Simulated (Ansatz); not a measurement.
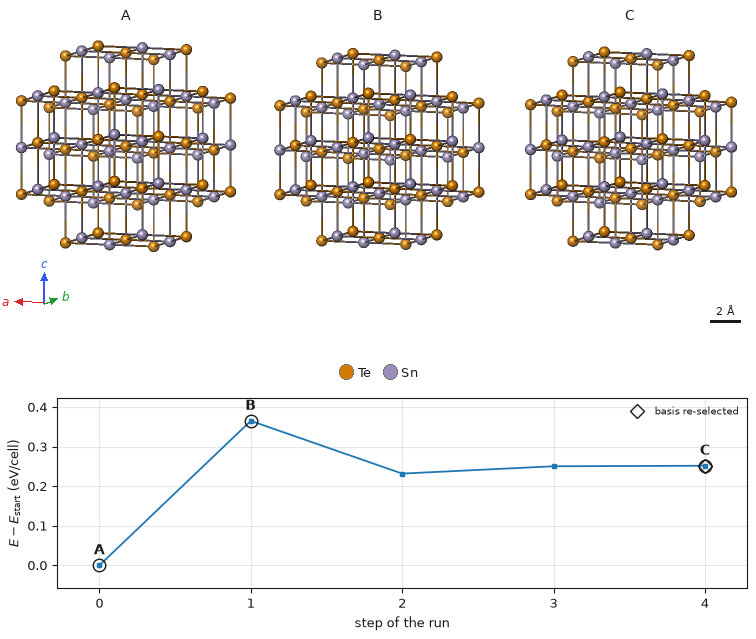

Frames of a relaxation of a crystal of SnTe (set up in Fm-3m), marked on the history of the run. The picture is a ball-and-stick view of the conventional cell (4 times the calculation's cell), seen from a free direction. Lengths and directions refer to the drawn axes.

The run lets cell and atoms move.

Computed with Kohn-Sham DFT of a periodic cell, PBE, Ansatz PAW in Ansatz.

Input file:
```yaml
crystal:
  lattice:
    - [0.0, 3.15085, 3.15085]
    - [3.15085, 0.0, 3.15085]
    - [3.15085, 3.15085, 0.0]
  atoms:
    - { symbol: Te, position: [0.5, 0.5, 0.5] }
    - { symbol: Sn, position: [0.0, 0.0, 0.0] }
hamiltonian:
  xc: pbe
  pseudopotentials: { kind: paw }
kpoints:
  mp_grid: { grid: [7, 7, 7] }
scf:
  occupations: { method: fermi_dirac, width: 0.05 }
output:
  forces: true
  stress: true
  eigenvalues: true
  write_density: true
  write_potential: true
  elf: true
  volumetric_format: npy
relax:
  f_tol: 0.01
  max_steps: 40
  cell: { stress_tol: 0.05, p_target: 10.0 }
```

Launched with:
```bash
ansatz run input.yaml --threads 2 --pin off --max-ram 5632MiB --backend cpu --events-out ev --progress --plain --runs-dir out
```

Q: What happens along the run?

A: The energy rises by 0.252 eV per cell of the calculation in 3 accepted moves (4 points after the start). With the target pressure of 10 GPa, the enthalpy E + pV changes by −0.190 eV per cell of the calculation. All forces vanish by symmetry, so only the cell relaxes. The pressure goes from 2.23 to 9.97 GPa. At 1 point the geometry stayed and the basis and grid were re-selected for the new cell (energy shift of 1.3 meV per cell of the calculation at most each time). The atoms keep their places relative to the cell (all moves are under 0.005 Å). The drawn cell changes as follows: a = b = c 6.302 → 6.055 Å (−3.9 %); the volume changes by −11.3 %. Near-neighbour distances that change, for instance: Sn–Te 3.151 → 3.027 Å. The space group stays Fm-3m (No. 225). From step 0 to 1: volume −13.9 %, energy +0.365 eV per cell of the calculation. From step 1 to 4: volume +3.0 %, energy −0.113 eV per cell of the calculation.
